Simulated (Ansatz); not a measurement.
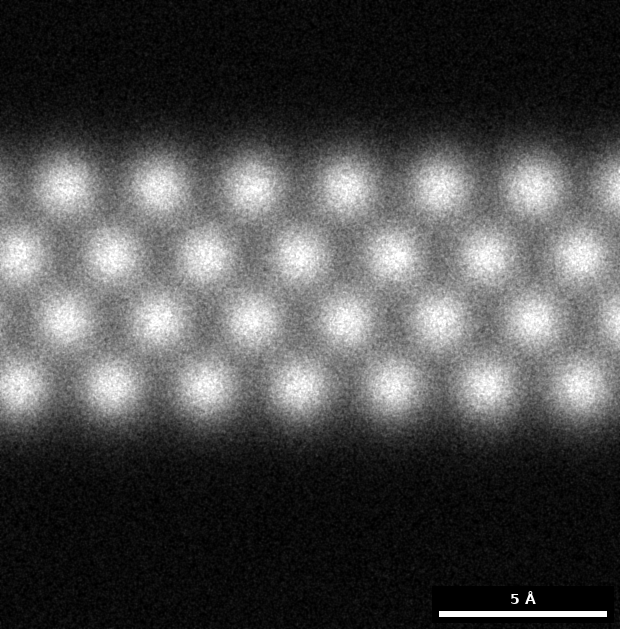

Cross-section of a slab, seen along a direction in its plane, the normal pointing up. Simulated as the projected potential of neutral atoms (B = 0.8 Å²) blurred by a 1.20 Å probe, the thin-sample limit of integrated differential phase contrast. The display is stretched by a gamma of 0.8; percentages refer to the linear signal. Shot noise was added. Structure: the geometry relaxed in a fixed cell under constraints with DFT PBE+D3(BJ), scalar-relativistic, plane waves, PAW (Ansatz). The model holds Al.

> How many atomic planes does the slab have, and what do they hold from top to bottom?

4 planes (atoms within 0.35 Å in height count as one plane):

```
plane  content  depth below the top plane (Å)
    1       Al                            0.0
    2       Al                            2.1
    3       Al                            4.0
    4       Al                            6.0
```

> How thick is it, and how does it end on either side?

The outermost planes are 6.0 Å apart. The upper face ends in Al and the lower in Al, so the sequence of planes is the same from both sides.

The model is a (100) slab of Al (Fm-3m).
